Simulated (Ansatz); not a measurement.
**Geometry relaxation, with input and output: AlAsH (part 1 of 3)**

The run: geometry relaxation of AlAsH (12 atoms in the cell). Method and program: DFT PBE, scalar-relativistic, plane waves, PAW, no spin polarisation (Ansatz 0.2.0).

It belongs to a series of runs on one base structure; here: armchair ribbon, 4 formula units a period, edges capped with H. Figures and captions count atoms from 1; the log counts them from 0 in places.

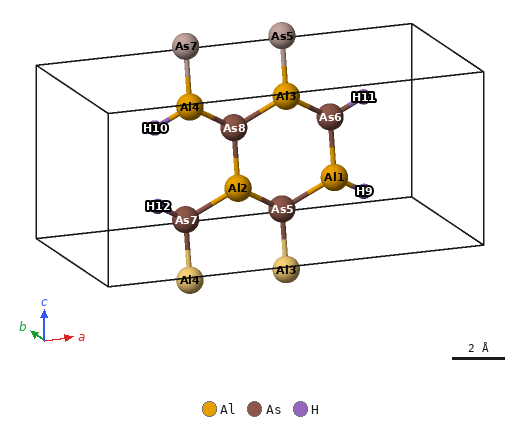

*The starting structure (ball-and-stick view of the cell of the calculation, with the vacuum cut short, seen slightly off an axis; neighbours outside the cell are drawn fainter; atoms are numbered from 1 in the order of the input). An atom can appear more than once, as a periodic image.*

Input
```yaml
crystal:
  lattice:
    - [17.8, 0.0, 0.0]
    - [0.0, 9.7, 0.0]
    - [0.0, 0.0, 7.0291140696]
  atoms:
    - { symbol: Al, position: [0.6709941391, 0.4774173181, 0.3333333333] }
    - { symbol: Al, position: [0.4430019536, 0.4774173181, 0.3333333333] }
    - { symbol: Al, position: [0.5569980464, 0.4774173181, 0.8333333333] }
    - { symbol: Al, position: [0.3290058609, 0.4774173181, 0.8333333333] }
    - { symbol: As, position: [0.5569980464, 0.5225826819, 0.1666666667] }
    - { symbol: As, position: [0.6709941391, 0.5225826819, 0.6666666667] }
    - { symbol: As, position: [0.3290058609, 0.5225826819, 0.1666666667] }
    - { symbol: As, position: [0.4430019536, 0.5225826819, 0.6666666667] }
    - { symbol: H, position: [0.7475129861, 0.5077341604, 0.2214598395] }
    - { symbol: H, position: [0.2524870139, 0.5077341604, 0.7214598395] }
    - { symbol: H, position: [0.7436870437, 0.4937816817, 0.7729464858] }
    - { symbol: H, position: [0.2563129563, 0.4937816817, 0.2729464858] }
basis:
  ecutwfc: 420
kpoints:
  mp_grid: { grid: [1, 1, 5] }
hamiltonian:
  xc: pbe
scf:
  occupations: { method: gaussian, width: 0.05 }
output:
  forces: true
  stress: true
  eigenvalues: true
  populations: true
  write_density: true
  write_potential: true
  elf: true
  volumetric_format: npy
relax:
  adjacent_minimum: "off"
  f_tol: 0.02
  max_steps: 45
  cell: { fix: [a, b, alpha, beta, gamma], stress_tol: 0.03 }
```

Machine: 4 threads of Arm Neoverse V1, 24 GiB of memory available, shared host.

Launched with:
```bash
ansatz run input.yaml --threads 4 --pin off --max-ram 11264MiB --backend cpu --events-out ev --progress --plain --runs-dir out
```

What the program printed
```
Engine: ansatz 0.2.0, aarch64-unknown-linux-gnu
Pseudopotentials: kind: paw
Pseudopotential: Al, paw, valence charge 3, recommended cutoff 420 eV (normal), Al.paw.azcp
Pseudopotential: As, paw, valence charge 15, recommended cutoff 420 eV (normal), As.paw.azcp
Pseudopotential: H, paw, valence charge 1, recommended cutoff 420 eV (normal), H.paw.azcp
Functional definition: PBE
  parameter kappa = 0.804
  parameter beta = 0.06672455060314922
  exchange = pbe_x(kappa = kappa, mu = beta*pi^2/3)
  correlation = pbe_c(beta = beta)
Crystal: 12 atoms, lattice volume = 1213.647 Å³
Basis set: ecut = 420 eV, 23693 PW (Γ), exchange–correlation on 240×144×96 points (8 copies of the dense FFT grid, shifted against one another)
Bands: 50, of which v1, the nominal top of the filled ones, is band 38 counted from 1 (37 counted from 0)
Symmetry: 2 space group operations
Space group: Pc (ITA 7), of the structure as read, at distance tolerance 1.1e-4 Å
k-points: 3 of 5 (time reversal used)
Non-local potential: Al, projectors of the file, l = 0: 2, l = 1: 2, l = 2: 1
Non-local potential: As, projectors of the file, l = 0: 2, l = 1: 2, l = 2: 3, l = 3: 1
Non-local potential: H, projectors of the file, l = 0: 2, l = 1: 1
PAW form: soft (Blöchl's): semilocal exchange-correlation on the pseudo side does not see the compensation charge
PAW one-centre angular grid: Al, 110 points (default); XC on 64 Gauss nodes
PAW one-centre angular grid: As, 590 points (default); XC on 64 Gauss nodes
PAW one-centre angular grid: H, 110 points (default); XC on 64 Gauss nodes
Initial density: superposition of atomic densities (neutral atoms: chi_scale 0, normalization atom), corrected by the library's trained network
Initial wavefunctions: pseudopotential atomic-orbital guess
Functional: x = pbe(κ = 0.804, μ = 0.2195149727645171), c = pbe(β = 0.06672455060314922)
SCF iter   1: F=—  HF=-21635.987198 eV  |F-HF|=—  |Δ(HF+E_count)|=         —  Δρ=1.49e-3  dr2=4.77e-2  ethr=1.77e-3  ⟨swp⟩=11.7  Hψ=760  notcnv=0
preconditioner: auto → Resta (q_TF=auto, 1.719 Å⁻¹)  ε∞=1.7  [insulator: Δε(μ)=2.222 eV  Ē_g=7.869 eV  σ=0.050 eV  W_gap=1.00  n_scr=98 (ndim 8)  ℏωp=6.4 eV  f_vac=0.711  D(μ)=0.00/eV (n_scr^D=0)  ε∞_Penn≈1.7  vacuum switching on, ρ_ref=4.5e-3 e/Å³]
SCF iter   2: F=—  HF=-21635.991887 eV  |F-HF|=—  |Δ(HF+E_count)|=   4.69e-3  Δρ=6.28e-4  dr2=6.61e-3  ethr=6.28e-5  ⟨swp⟩=2.0  Hψ=236  notcnv=0  defer=16
SCF iter   3: F=—  HF=-21635.995966 eV  |F-HF|=—  |Δ(HF+E_count)|=   4.08e-3  Δρ=1.81e-4  dr2=7.03e-4  ethr=8.70e-6  ⟨swp⟩=2.0  Hψ=206  notcnv=0  defer=16
SCF iter   4: F=—  HF=-21635.996422 eV  |F-HF|=—  |Δ(HF+E_count)|=   4.56e-4  Δρ=6.00e-5  dr2=1.40e-4  ethr=9.25e-7  ⟨swp⟩=2.0  Hψ=176  notcnv=0  defer=16
SCF iter   5: F=—  HF=-21635.996447 eV  |F-HF|=—  |Δ(HF+E_count)|=   2.51e-5  Δρ=2.51e-5  dr2=1.38e-5  ethr=1.84e-7  ⟨swp⟩=2.0  Hψ=175  notcnv=0  defer=16
SCF iter   6: F=—  HF=-21635.996388 eV  |F-HF|=—  |Δ(HF+E_count)|=   5.95e-5  Δρ=8.22e-6  dr2=1.84e-6  ethr=1.82e-8  ⟨swp⟩=2.0  Hψ=193  notcnv=0  defer=16
iter 7 did not close the SCF: its close was put off until two iterations running show no level that it waits for move by more than its bar (scf_convergence_deferred on its scf_iter line)
SCF iter   7: F=-21635.996388 eV  HF=-21635.996388 eV  |F-HF|=3.38e-7  |Δ(HF+E_count)|=   2.20e-7  Δρ=2.69e-6  dr2=8.75e-8  ethr=1.32e-10  ⟨swp⟩=20.3  Hψ=1212  notcnv=0
iter 8 did not close the SCF: its close was put off until two iterations running show no level that it waits for move by more than its bar (scf_convergence_deferred on its scf_iter line)
SCF iter   8: F=-21635.996388 eV  HF=-21635.996388 eV  |F-HF|=4.99e-9  |Δ(HF+E_count)|=   3.67e-7  Δρ=6.45e-7  dr2=5.10e-9  ethr=1.15e-10  ⟨swp⟩=11.0  Hψ=952  notcnv=0
SCF iter   9: F=-21635.996388 eV  HF=-21635.996388 eV  |F-HF|=9.53e-10  |Δ(HF+E_count)|=  4.15e-10  Δρ=2.46e-7  dr2=7.83e-10  ethr=6.71e-12  ⟨swp⟩=7.0  Hψ=782  notcnv=0
SCF 1 converged in 9 iterations: F = -21635.996388 eV  dr2 = 7.83e-10
  greatest PAW one-centre occupation: 0.999 electrons in one spin orbital (limit 2), on the As atom at site 6 (counted from 0), in its partial waves of l = 2
relax step   1: F+E_penalty+E_count = -21635.99638844 eV  Δ(F+E_penalty+E_count) = +0.000e0 eV  max|allowed force component| = 3.325e-1 eV/Å  Δτ_max = 0.0000 Å  P = -0.109 GPa  Ω = 1213.647 Å³  fix = [a, b, alpha, beta, gamma]  reactions: a -0.243, b +0.019 GPa; alpha +0.009 GPa/rad  (9 SCF iters, dr2 threshold 1.00e-7 eV, accepted)
Crystal: 12 atoms, lattice volume = 1215.796 Å³
Basis set: ecut = 420 eV, 23717 PW (Γ), exchange–correlation on 240×144×96 points (8 copies of the dense FFT grid, shifted against one another)
Initial density: handed on by an earlier stage of this run
Initial wavefunctions: those handed on with the density
iter 1 solved again at ethr=3.35e-4 eV; its pass at ethr=3.10e-3 eV (dr2=2.55e-1 eV) is discarded
SCF iter   1: F=—  HF=-21636.259457 eV  |F-HF|=—  |Δ(HF+E_count)|=         —  Δρ=5.08e-3  dr2=2.57e-1  ethr=3.35e-4  ⟨swp⟩=3.7  Hψ=754  notcnv=0
preconditioner: auto → Resta (q_TF=auto, 1.719 Å⁻¹)  ε∞=1.6  [insulator: Δε(μ)=2.285 eV  Ē_g=7.937 eV  σ=0.050 eV  W_gap=1.00  n_scr=98 (ndim 8)  ℏωp=6.4 eV  f_vac=0.711  D(μ)=0.00/eV (n_scr^D=0)  ε∞_Penn≈1.6  vacuum switching on, ρ_ref=4.6e-3 e/Å³]
SCF iter   2: F=—  HF=-21636.220971 eV  |F-HF|=—  |Δ(HF+E_count)|=   3.85e-2  Δρ=2.40e-3  dr2=4.94e-2  ethr=3.35e-4  ⟨swp⟩=3.7  Hψ=244  notcnv=0
SCF iter   3: F=—  HF=-21636.221469 eV  |F-HF|=—  |Δ(HF+E_count)|=   4.98e-4  Δρ=6.93e-4  dr2=1.78e-2  ethr=6.50e-5  ⟨swp⟩=4.3  Hψ=255  notcnv=0
SCF iter   4: F=—  HF=-21636.217829 eV  |F-HF|=—  |Δ(HF+E_count)|=   3.64e-3  Δρ=1.62e-4  dr2=3.21e-4  ethr=2.35e-5  ⟨swp⟩=2.3  Hψ=205  notcnv=0  defer=1
SCF iter   5: F=—  HF=-21636.217993 eV  |F-HF|=—  |Δ(HF+E_count)|=   1.64e-4  Δρ=4.85e-5  dr2=4.93e-5  ethr=4.23e-7  ⟨swp⟩=2.0  Hψ=213  notcnv=0  defer=1
SCF iter   6: F=—  HF=-21636.217997 eV  |F-HF|=—  |Δ(HF+E_count)|=   4.11e-6  Δρ=1.29e-5  dr2=3.15e-6  ethr=6.49e-8  ⟨swp⟩=3.0  Hψ=253  notcnv=0  defer=1
SCF iter   7: F=-21636.217999 eV  HF=-21636.217999 eV  |F-HF|=3.14e-8  |Δ(HF+E_count)|=   1.30e-6  Δρ=4.08e-6  dr2=3.67e-7  ethr=1.58e-9  ⟨swp⟩=19.3  Hψ=1410  notcnv=0
SCF 2 converged in 7 iterations: F = -21636.217999 eV  dr2 = 3.67e-7
  greatest PAW one-centre occupation: 0.999 electrons in one spin orbital (limit 2), on the As atom at site 5 (counted from 0), in its partial waves of l = 2
relax step   2: F+E_penalty+E_count = -21636.21799854 eV  Δ(F+E_penalty+E_count) = -2.216e-1 eV  max|allowed force component| = 3.787e-1 eV/Å  Δτ_max = 0.1944 Å  P = -0.039 GPa  Ω = 1215.796 Å³  energy of the carried Pulay correction = -1.460e-4 eV  fix = [a, b, alpha, beta, gamma]  reactions: a -0.083, b +0.037 GPa; alpha -0.021 GPa/rad  (7 SCF iters, dr2 threshold 1.20e-6 eV, accepted)
[... from here on the SCF iterations and repeated set-up lines of each step are left out, up to the last step ...]
SCF 3 converged in 7 iterations: F = -21636.354061 eV  dr2 = 1.77e-7
relax step   3: F+E_penalty+E_count = -21636.35406139 eV  Δ(F+E_penalty+E_count) = -1.361e-1 eV  max|allowed force component| = 4.045e-1 eV/Å  Δτ_max = 0.1735 Å  P = -0.028 GPa  Ω = 1213.868 Å³  energy of the carried Pulay correction = -1.500e-5 eV  fix = [a, b, alpha, beta, gamma]  reactions: a -0.106, b +0.037 GPa; alpha -0.033 GPa/rad  (7 SCF iters, dr2 threshold 1.20e-6 eV, accepted)
SCF 4 converged in 7 iterations: F = -21636.525644 eV  dr2 = 4.82e-7
relax step   4: F+E_penalty+E_count = -21636.52564373 eV  Δ(F+E_penalty+E_count) = -1.716e-1 eV  max|allowed force component| = 2.934e-1 eV/Å  Δτ_max = 0.1956 Å  P = -0.024 GPa  Ω = 1209.906 Å³  energy of the carried Pulay correction = +2.547e-4 eV  fix = [a, b, alpha, beta, gamma]  reactions: a -0.046, b +0.012 GPa; alpha -0.019 GPa/rad  (7 SCF iters, dr2 threshold 1.20e-6 eV, accepted)
SCF 5 converged in 7 iterations: F = -21636.614324 eV  dr2 = 4.45e-7
relax step   5: F+E_penalty+E_count = -21636.61432431 eV  Δ(F+E_penalty+E_count) = -8.868e-2 eV  max|allowed force component| = 1.480e-1 eV/Å  Δτ_max = 0.1970 Å  P = -0.073 GPa  Ω = 1204.893 Å³  energy of the carried Pulay correction = +5.972e-4 eV  fix = [a, b, alpha, beta, gamma]  reactions: a -0.119, b +0.024 GPa; alpha +0.021 GPa/rad  (7 SCF iters, dr2 threshold 1.20e-6 eV, accepted)
SCF 6 converged in 7 iterations: F = -21636.620290 eV  dr2 = 3.29e-7
relax step   6: F+E_penalty+E_count = -21636.62029022 eV  Δ(F+E_penalty+E_count) = -5.966e-3 eV  max|allowed force component| = 6.350e-1 eV/Å  Δτ_max = 0.1968 Å  P = -0.179 GPa  Ω = 1199.802 Å³  energy of the carried Pulay correction = +9.465e-4 eV  fix = [a, b, alpha, beta, gamma]  reactions: a -0.188, b -0.172 GPa; alpha -0.053 GPa/rad  (7 SCF iters, dr2 threshold 1.20e-6 eV, accepted)
SCF 7 converged in 7 iterations: F = -21636.698749 eV  dr2 = 2.13e-7
relax step   7: F+E_penalty+E_count = -21636.69874946 eV  Δ(F+E_penalty+E_count) = -7.846e-2 eV  max|allowed force component| = 3.006e-1 eV/Å  Δτ_max = 0.2000 Å  P = -0.086 GPa  Ω = 1194.237 Å³  energy of the carried Pulay correction = +1.330e-3 eV  fix = [a, b, alpha, beta, gamma]  reactions: a -0.108, b -0.062 GPa; alpha -0.024 GPa/rad  (7 SCF iters, dr2 threshold 1.20e-6 eV, accepted)
SCF 8 converged in 7 iterations: F = -21636.737869 eV  dr2 = 7.40e-7
relax step   8: F+E_penalty+E_count = -21636.73786945 eV  Δ(F+E_penalty+E_count) = -3.912e-2 eV  max|allowed force component| = 3.425e-1 eV/Å  Δτ_max = 0.1946 Å  P = -0.088 GPa  Ω = 1188.725 Å³  energy of the carried Pulay correction = +1.712e-3 eV  fix = [a, b, alpha, beta, gamma]  reactions: a -0.173, b -0.053 GPa; alpha +0.037 GPa/rad  (7 SCF iters, dr2 threshold 1.20e-6 eV, accepted)
SCF 9 converged in 7 iterations: F = -21636.779765 eV  dr2 = 5.87e-7
relax step   9: F+E_penalty+E_count = -21636.77976467 eV  Δ(F+E_penalty+E_count) = -4.190e-2 eV  max|allowed force component| = 3.274e-1 eV/Å  Δτ_max = 0.1933 Å  P = -0.004 GPa  Ω = 1185.368 Å³  energy of the carried Pulay correction = +1.945e-3 eV  fix = [a, b, alpha, beta, gamma]  reactions: a -0.149, b +0.099 GPa; alpha -0.028 GPa/rad  (7 SCF iters, dr2 threshold 1.20e-6 eV, accepted)
SCF 10 converged in 7 iterations: F = -21636.829419 eV  dr2 = 9.87e-7
relax step  10: F+E_penalty+E_count = -21636.82941923 eV  Δ(F+E_penalty+E_count) = -4.965e-2 eV  max|allowed force component| = 1.161e-1 eV/Å  Δτ_max = 0.2000 Å  P = -0.001 GPa  Ω = 1181.823 Å³  energy of the carried Pulay correction = +2.192e-3 eV  fix = [a, b, alpha, beta, gamma]  reactions: a -0.062, b +0.049 GPa; alpha -0.012 GPa/rad  (7 SCF iters, dr2 threshold 1.20e-6 eV, accepted)
SCF 11 converged in 7 iterations: F = -21636.846739 eV  dr2 = 7.07e-7
relax step  11: F+E_penalty+E_count = -21636.84673865 eV  Δ(F+E_penalty+E_count) = -1.732e-2 eV  max|allowed force component| = 2.714e-1 eV/Å  Δτ_max = 0.1905 Å  P = -0.136 GPa  Ω = 1177.569 Å³  energy of the carried Pulay correction = +2.489e-3 eV  fix = [a, b, alpha, beta, gamma]  reactions: a -0.132, b -0.157 GPa; alpha -0.010 GPa/rad  (7 SCF iters, dr2 threshold 8.43e-7 eV, accepted)
SCF 12 converged in 7 iterations: F = -21636.865175 eV  dr2 = 1.17e-7
relax step  12: F+E_penalty+E_count = -21636.86517524 eV  Δ(F+E_penalty+E_count) = -1.844e-2 eV  max|allowed force component| = 2.806e-1 eV/Å  Δτ_max = 0.1111 Å  P = -0.082 GPa  Ω = 1176.045 Å³  energy of the carried Pulay correction = +2.596e-3 eV  fix = [a, b, alpha, beta, gamma]  reactions: a -0.066, b -0.096 GPa; alpha -0.045 GPa/rad  (7 SCF iters, dr2 threshold 1.20e-6 eV, accepted)
SCF 13 converged in 7 iterations: F = -21636.887042 eV  dr2 = 2.56e-7
relax step  13: F+E_penalty+E_count = -21636.88704193 eV  Δ(F+E_penalty+E_count) = -2.187e-2 eV  max|allowed force component| = 6.636e-2 eV/Å  Δτ_max = 0.1755 Å  P = -0.000 GPa  Ω = 1169.037 Å³  energy of the carried Pulay correction = +3.089e-3 eV  fix = [a, b, alpha, beta, gamma]  reactions: a -0.016, b +0.021 GPa; alpha +0.016 GPa/rad  (7 SCF iters, dr2 threshold 1.20e-6 eV, accepted)
SCF 14 converged in 8 iterations: F = -21636.892766 eV  dr2 = 5.73e-8
relax step  14: F+E_penalty+E_count = -21636.89276552 eV  Δ(F+E_penalty+E_count) = -5.724e-3 eV  max|allowed force component| = 2.220e-1 eV/Å  Δτ_max = 0.1911 Å  P = -0.091 GPa  Ω = 1163.175 Å³  energy of the carried Pulay correction = +3.504e-3 eV  fix = [a, b, alpha, beta, gamma]  reactions: a -0.078, b -0.141 GPa; alpha +0.009 GPa/rad  (8 SCF iters, dr2 threshold 2.75e-7 eV, accepted)
SCF 15 converged in 6 iterations: F = -21636.902713 eV  dr2 = 1.36e-7
relax step  15: F+E_penalty+E_count = -21636.90271311 eV  Δ(F+E_penalty+E_count) = -9.948e-3 eV  max|allowed force component| = 5.177e-2 eV/Å  Δτ_max = 0.0386 Å  P = -0.030 GPa  Ω = 1163.174 Å³  energy of the carried Pulay correction = +3.504e-3 eV  fix = [a, b, alpha, beta, gamma]  reactions: a -0.031, b -0.029 GPa; alpha +0.004 GPa/rad  (6 SCF iters, dr2 threshold 1.20e-6 eV, accepted)
SCF 16 converged in 7 iterations: F = -21636.906644 eV  dr2 = 3.57e-8
relax step  16: F+E_penalty+E_count = -21636.90664401 eV  Δ(F+E_penalty+E_count) = -3.931e-3 eV  max|allowed force component| = 1.171e-2 eV/Å  Δτ_max = 0.0631 Å  P = -0.007 GPa  Ω = 1160.609 Å³  energy of the carried Pulay correction = +3.686e-3 eV  fix = [a, b, alpha, beta, gamma]  reactions: a -0.019, b +0.005 GPa; alpha +0.010 GPa/rad  (7 SCF iters, dr2 threshold 1.68e-7 eV, accepted)
SCF 17 converged in 11 iterations: F = -21636.911549 eV  dr2 = 3.10e-11
```
